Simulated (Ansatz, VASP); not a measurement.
## Cross-check of GaP (GaP(110)) between VASP and Ansatz

One calculation is typed for both programs; each brings its own data sets and cutoff. How far apart do they land? The structure shown is the end of the VASP relaxation below.

Calculated with Ansatz 0.2.0; plane waves, with VASP 6.6.1 beside it; single point at PBE and band structure at PBE.

### Step 1. Starting point

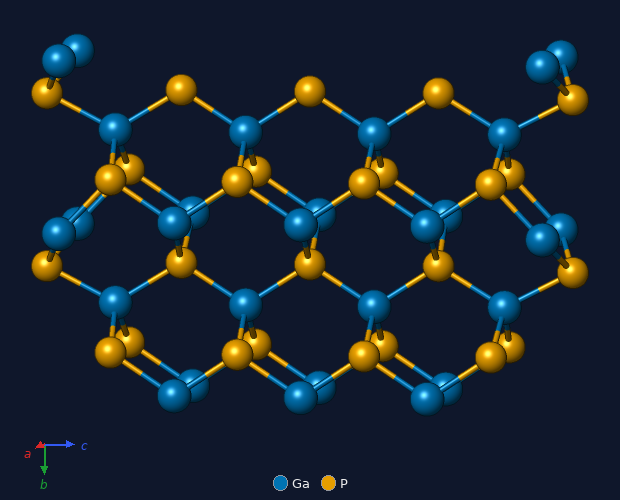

Start, viewed from the side, with the c axis across the page; gallium blue, phosphorus orange. 1×2×1 cells are drawn. Some periodic images of atoms are drawn too.

The cell holds 18 atoms: 9 Ga and 9 P. Its edges and angles: a = 3.796 Å, b = 5.368 Å, c = 31.943 Å, α = 90.0°, β = 90.0°, γ = 90.0°. It derives from GaP. As first built, before any earlier steps moved the atoms: 9 layers, strained by -3 % in the plane. Vacuum lies along c.

### Step 2. VASP: relaxation, PBE

This run makes the geometry at which the two programs are then compared.

Lines of VASP's logs that name or quote its potential files are left out, and so is its time.

File INCAR:

```
SYSTEM = GaP
PREC = Normal
ENCUT = 320
EDIFF = 1E-05
NELM = 120
ISMEAR = 0
SIGMA = 0.03
LREAL = Auto
ALGO = Fast
GGA = PE
NBANDS = 54
LORBIT = 11
LWAVE = .FALSE.
LCHARG = .FALSE.
KPAR = 2
NCORE = 2
IBRION = 2
NSW = 60
ISIF = 2
EDIFFG = -0.03
POTIM = 0.4
MAXMIX = 40
IDIPOL = 3
LDIPOL = .TRUE.
DIPOL = 0.5 0.5 0.5
```

File POSCAR:

```
GaP
1.0
    3.7956715778      0.0000000000      0.0000000000
    0.0000000000      5.3678902236      0.0000000000
    0.0000000000      0.0000000000     31.9429714936
Ga P
9 9
Direct
    0.0000000000      0.0000000000      0.2504463300
    0.5000000000      0.5000000000      0.3128347500
    0.0000000000      0.0000000000      0.3752231700
    0.5000000000      0.5000000000      0.4376115800
    0.0000000000      0.0000000000      0.5000000000
    0.5000000000      0.5000000000      0.5623884200
    0.0000000000      0.0000000000      0.6247768300
    0.5000000000      0.5000000000      0.6871652500
    0.0000000000      0.0000000000      0.7495536700
    0.0000000000      0.7500000000      0.3128347500
    0.5000000000      0.2500000000      0.2504463300
    0.0000000000      0.7500000000      0.4376115800
    0.5000000000      0.2500000000      0.3752231700
    0.0000000000      0.7500000000      0.5623884200
    0.5000000000      0.2500000000      0.5000000000
    0.0000000000      0.7500000000      0.6871652500
    0.5000000000      0.2500000000      0.6247768300
    0.5000000000      0.2500000000      0.7495536700
```

File KPOINTS:

```
Automatic mesh
0
Gamma
6 5 1
0 0 0
```

Potentials, in the order of the species: Ga and P (PBE family, release 64).

The run is started by

```
$ mpirun -np 4 vasp_std
```

Numbers of over 12 decimals in the logs are rounded to 6 here.

Output:

```text
[banner, memory and clock lines left out]
running    4 mpi-ranks, on    1 nodes
 distrk:  each k-point on    2 cores,    2 groups
 distr:  one band on    2 cores,    1 groups

 POSCAR found type information on POSCAR GaP
 POSCAR found :  2 types and      18 ions
 LDA part: xc-table for (Slater+PW92), standard interpolation
 POSCAR, INCAR and KPOINTS ok, starting setup
 FFT: planning ... GRIDC
 FFT: planning ... GRID_SOFT
 FFT: planning ... GRID
 WAVECAR not read
 entering main loop
       N       E                     dE             d eps       ncg     rms          rms(c)
DAV:   1     0.292550212733E+03    0.29255E+03   -0.19373E+04  1320   0.702E+02
DAV:   2    -0.470779256482E+02   -0.33963E+03   -0.32640E+03  1726   0.157E+02
DAV:   3    -0.804515051457E+02   -0.33374E+02   -0.32923E+02  1544   0.505E+01
DAV:   4    -0.817935119824E+02   -0.13420E+01   -0.13368E+01  1864   0.114E+01
DAV:   5    -0.818342948028E+02   -0.40783E-01   -0.40755E-01  1762   0.190E+00    0.153E+01
RMM:   6    -0.787532455600E+02    0.30810E+01   -0.40031E+00  1296   0.448E+00    0.908E+00
RMM:   7    -0.784013395425E+02    0.35191E+00   -0.47843E+00  1296   0.486E+00    0.271E+00
RMM:   8    -0.782993243612E+02    0.10202E+00   -0.88716E-01  1297   0.249E+00    0.695E-01
RMM:   9    -0.782693713119E+02    0.29953E-01   -0.80794E-02  1327   0.881E-01    0.287E-01
RMM:  10    -0.782719239487E+02   -0.25526E-02   -0.26168E-02  1556   0.410E-01    0.228E-01
RMM:  11    -0.782714509289E+02    0.47302E-03   -0.41890E-03  1305   0.183E-01    0.709E-02
RMM:  12    -0.782719785452E+02   -0.52762E-03   -0.13580E-03  1383   0.106E-01    0.495E-02
RMM:  13    -0.782723072803E+02   -0.32874E-03   -0.36309E-04  1373   0.512E-02    0.226E-02
RMM:  14    -0.782725343436E+02   -0.22706E-03   -0.17385E-04  1205   0.316E-02    0.132E-02
RMM:  15    -0.782726671780E+02   -0.13283E-03   -0.70171E-05  1037   0.181E-02    0.973E-03
RMM:  16    -0.782727554455E+02   -0.88268E-04   -0.26669E-05   942   0.121E-02    0.114E-02
RMM:  17    -0.782728166482E+02   -0.61203E-04   -0.19180E-05   916   0.970E-03    0.595E-03
RMM:  18    -0.782728269016E+02   -0.10253E-04   -0.11973E-05   895   0.612E-03    0.300E-03
RMM:  19    -0.782728710440E+02   -0.44142E-04   -0.37420E-06   758   0.429E-03    0.350E-03
RMM:  20    -0.782728844949E+02   -0.13451E-04   -0.17459E-06   617   0.315E-03    0.234E-03
RMM:  21    -0.782729078571E+02   -0.23362E-04   -0.10418E-06   533   0.274E-03    0.914E-04
RMM:  22    -0.782729112805E+02   -0.34235E-05   -0.19391E-07   459   0.215E-03
   1 F= -.78272911E+02 E0= -.78272911E+02  d E =-.782729E+02
[... from here on, the cycles between the ionic steps are left out ...]
   2 F= -.78677308E+02 E0= -.78677308E+02  d E =-.404397E+00
  13 F= -.79670551E+02 E0= -.79670551E+02  d E =-.583579E-02
  14 F= -.79670801E+02 E0= -.79670801E+02  d E =-.608587E-02
  15 F= -.79673466E+02 E0= -.79673466E+02  d E =-.266527E-02
  16 F= -.79673523E+02 E0= -.79673523E+02  d E =-.272236E-02
  17 F= -.79675577E+02 E0= -.79675577E+02  d E =-.205447E-02
  18 F= -.79676070E+02 E0= -.79676070E+02  d E =-.254727E-02
  19 F= -.79677293E+02 E0= -.79677293E+02  d E =-.122240E-02
  20 F= -.79677298E+02 E0= -.79677298E+02  d E =-.122752E-02
  21 F= -.79677679E+02 E0= -.79677679E+02  d E =-.381120E-03
  22 F= -.79677690E+02 E0= -.79677690E+02  d E =-.392295E-03
 curvature:  -2.97 expect dE=-0.615E-03 dE for cont linesearch -0.106E-06
 trial: gam= 0.47329 g(F)=  0.207E-03 g(S)=  0.000E+00 ort =-0.585E-05 (trialstep = 0.244E+01)
 search vector abs. value=  0.418E-03
 bond charge predicted
       N       E                     dE             d eps       ncg     rms          rms(c)
DAV:   1    -0.796777968535E+02   -0.11082E-03   -0.24685E-02  1308   0.465E-01    0.731E-02
RMM:   2    -0.796777565183E+02    0.40335E-04   -0.14291E-03  1297   0.132E-01    0.680E-02
RMM:   3    -0.796777459542E+02    0.10564E-04   -0.28910E-04  1312   0.604E-02    0.304E-02
RMM:   4    -0.796777619710E+02   -0.16017E-04   -0.10244E-04  1333   0.336E-02    0.209E-02
RMM:   5    -0.796778634827E+02   -0.10151E-03   -0.22349E-05   937   0.163E-02    0.169E-02
RMM:   6    -0.796779204697E+02   -0.56987E-04   -0.14985E-05   915   0.103E-02    0.578E-03
RMM:   7    -0.796779298005E+02   -0.93308E-05   -0.43517E-06   855   0.583E-03
  23 F= -.79677930E+02 E0= -.79677930E+02  d E =-.239775E-03
 trial-energy change:   -0.000240  1 .order   -0.000238   -0.000497    0.000021
 step:   2.3394(harm=  2.3394)  dis= 0.00266  next Energy=   -79.677929 (dE=-0.239E-03)
 reached required accuracy - stopping structural energy minimisation
```

From OUTCAR (step 2):

```text
ion  position               nearest neighbor table
   1  0.000  0.000  0.250-  11 2.32  11 2.32  10 2.40
   2  0.500  0.500  0.313-  10 2.32  10 2.32  13 2.40  11 2.40
   3  0.000  0.000  0.375-  13 2.32  13 2.32  12 2.40  10 2.40
   4  0.500  0.500  0.438-  12 2.32  12 2.32  13 2.40  15 2.40
   5  0.000  0.000  0.500-  15 2.32  15 2.32  12 2.40  14 2.40
   6  0.500  0.500  0.562-  14 2.32  14 2.32  17 2.40  15 2.40
   7  0.000  0.000  0.625-  17 2.32  17 2.32  14 2.40  16 2.40
   8  0.500  0.500  0.687-  16 2.32  16 2.32  18 2.40  17 2.40
   9  0.000  0.000  0.750-  18 2.32  18 2.32  16 2.40
  10  0.000  0.750  0.313-   2 2.32   2 2.32   3 2.40   1 2.40
  11  0.500  0.250  0.250-   1 2.32   1 2.32   2 2.40
  12  0.000  0.750  0.438-   4 2.32   4 2.32   3 2.40   5 2.40
  13  0.500  0.250  0.375-   3 2.32   3 2.32   4 2.40   2 2.40
  14  0.000  0.750  0.562-   6 2.32   6 2.32   7 2.40   5 2.40
  15  0.500  0.250  0.500-   5 2.32   5 2.32   6 2.40   4 2.40
  16  0.000  0.750  0.687-   8 2.32   8 2.32   9 2.40   7 2.40
  17  0.500  0.250  0.625-   7 2.32   7 2.32   6 2.40   8 2.40
  18  0.500  0.250  0.750-   9 2.32   9 2.32   8 2.40

  LATTYP: Found a simple orthorhombic cell.
 ALAT       =     3.7956715778
 B/A-ratio  =     1.4142135624
 C/A-ratio  =     8.4156310257

 Subroutine GETGRP returns: Found  4 space group operations
 (whereof  4 operations were pure point group operations)

The static configuration has the point symmetry C_2v.

 Found     12 irreducible k-points:

   k-points           NKPTS =     12   k-points in BZ     NKDIM =     12   number of bands    NBANDS=     54

   dimension x,y,z NGX =    18 NGY =   24 NGZ =  140
   dimension x,y,z NGXF=    36 NGYF=   48 NGZF=  280

   ENCUT  =  320.0 eV  23.52 Ry    4.85 a.u.   5.54  7.83 46.59*2*pi/ulx,y,z

   NELECT =      72.0000    total number of electrons

 k-points in reciprocal lattice and weights: Automatic mesh
   0.00000000  0.00000000  0.00000000       0.033
   0.16666667  0.00000000  0.00000000       0.067
   0.33333333  0.00000000  0.00000000       0.067
   0.50000000  0.00000000  0.00000000       0.033
   0.00000000  0.20000000  0.00000000       0.067
   0.16666667  0.20000000  0.00000000       0.133
   0.33333333  0.20000000  0.00000000       0.133
   0.50000000  0.20000000  0.00000000       0.067
   0.00000000  0.40000000  0.00000000       0.067
   0.16666667  0.40000000  0.00000000       0.133
   0.33333333  0.40000000  0.00000000       0.133
   0.50000000  0.40000000  0.00000000       0.067

 dipolmoment           0.000000      0.000000     -0.000000 electrons x Angstroem

 average (electrostatic) potential at core
       1 -17.7127       2 -17.4681       3 -17.4431       4 -17.4503       5 -17.4342
       6 -17.4503       7 -17.4431       8 -17.4681       9 -17.7127      10 -88.4796
      11 -88.0846      12 -88.4083      13 -88.3897      14 -88.4083      15 -88.4013
      16 -88.4796      17 -88.3897      18 -88.0846

 E-fermi :  -0.1257

 k-point     1 :       0.0000    0.0000    0.0000
  band No.  band energies     occupation
    ...
     32      -0.8441      2.00000
     33      -0.6283      2.00000
     34      -0.6105      2.00000
     35      -0.3904      2.00000
     36      -0.2744      2.00000
     37       1.0674      0.00000
     38       1.4248      0.00000
     39       1.6533      0.00000
     40       1.6735      0.00000
     41       1.7454      0.00000
    ...

 k-point     2 :       0.1667    0.0000    0.0000
  band No.  band energies     occupation
    ...
     32      -1.6065      2.00000
     33      -1.3724      2.00000
     34      -1.2952      2.00000
     35      -0.9830      2.00000
     36      -0.9275      2.00000
     37       1.2632      0.00000
     38       1.7757      0.00000
     39       1.9241      0.00000
     40       2.5097      0.00000
     41       2.5156      0.00000
    ...

 k-point     3 :       0.3333    0.0000    0.0000
  band No.  band energies     occupation
    ...
     32      -2.2055      2.00000
     33      -2.0302      2.00000
     34      -1.7832      2.00000
     35      -1.4891      2.00000
     36      -1.2504      2.00000
     37       1.0589      0.00000
     38       1.2040      0.00000
     39       1.6887      0.00000
     40       1.8401      0.00000
     41       2.1336      0.00000
    ...

  Total       11.4402131      7.2692814     -0.5139037      0.0000000      0.0000000      0.0000000
  in kB       28.1628841     17.8951150     -1.2650996      0.0000000      0.0000000      0.0000000
  external PRESSURE =      14.9309665 kB  Pullay stress =       0.0000000 kB

  energy-cutoff  :      320.00
  volume of cell :      650.83
      direct lattice vectors                 reciprocal lattice vectors
     3.795671578  0.000000000  0.000000000     0.263457989  0.000000000  0.000000000
     0.000000000  5.367890224  0.000000000     0.000000000  0.186292930  0.000000000
     0.000000000  0.000000000 31.942971494     0.000000000  0.000000000  0.031305791

 POSITION                                       TOTAL-FORCE (eV/Angst)
 -----------------------------------------------------------------------------------
      0.00000      0.30216      8.39903         0.000000      0.001779      0.001217
      1.89784      2.57550      9.88012        -0.000000     -0.008543      0.017388
      0.00000      5.29223     12.01014        -0.000000      0.002523     -0.004829
      1.89784      2.60234     13.95899        -0.000000     -0.001566      0.001178
      0.00000      5.29828     15.97149        -0.000000     -0.001691     -0.000000
      1.89784      2.60234     17.98398        -0.000000     -0.001566     -0.001178
      0.00000      5.29223     19.93283        -0.000000      0.002523      0.004829
      1.89784      2.57550     22.06285        -0.000000     -0.008543     -0.017388
      0.00000      0.30216     23.54394         0.000000      0.001779     -0.001217
      0.00000      3.97093     10.01506        -0.000000      0.001580      0.006715
      1.89784      1.47283      7.73917         0.000000      0.006222      0.004479
      0.00000      3.98642     13.98692        -0.000000     -0.003105     -0.004287
      1.89784      1.31771     11.94545        -0.000000      0.002183     -0.011997
      0.00000      3.98642     17.95605         0.000000     -0.003105      0.004287
      1.89784      1.31444     15.97149        -0.000000     -0.000454     -0.000000
      0.00000      3.97093     21.92791        -0.000000      0.001580     -0.006715
      1.89784      1.31771     19.99753        -0.000000      0.002183      0.011997
      1.89784      1.47283     24.20380         0.000000      0.006222     -0.004479
 -----------------------------------------------------------------------------------
    total drift:                               -0.000000     -0.033767      0.000008

  FREE ENERGIE OF THE ION-ELECTRON SYSTEM (eV)
  ---------------------------------------------------
  free  energy   TOTEN  =       -79.6779298005 eV

  energy  without entropy=      -79.6779298005  energy(sigma->0) =      -79.67792980

 reached required accuracy - stopping structural energy minimisation

 vacuum level on the upper side and lower side of the slab         4.532         4.532

 total charge
# of ion       s       p       d       tot
------------------------------------------
    1        1.137   1.098   0.134   2.369
    2        1.068   1.238   0.164   2.470
    3        1.073   1.271   0.167   2.511
    4        1.072   1.267   0.167   2.506
    5        1.073   1.278   0.169   2.520
    6        1.072   1.267   0.167   2.506
    7        1.073   1.271   0.167   2.511
    8        1.068   1.238   0.164   2.470
    9        1.137   1.098   0.134   2.369
   10        1.027   1.522   0.000   2.549
   11        1.075   1.425   0.000   2.500
   12        1.024   1.530   0.000   2.553
   13        1.026   1.517   0.000   2.543
   14        1.024   1.530   0.000   2.553
   15        1.024   1.525   0.000   2.549
   16        1.027   1.522   0.000   2.549
   17        1.026   1.517   0.000   2.543
   18        1.075   1.425   0.000   2.500
--------------------------------------------------
tot         19.103  24.536   1.433  45.072

[... 3 further parts left out ...]
```

[end of part 1 of 3]

[Lines on the potential files, build, host, timing and source positions are cut from VASP's logs without a mark.]

[Logs are printed without paths, hosts, clocks, repeated set-up lines and the standing remarks that a program may print on its own settings, such as how far it seeks lower states.]

[Hosts, paths, dates, database ids (printed as entryN), source tags and the programs' standing remarks are cut or masked in the printed files.]
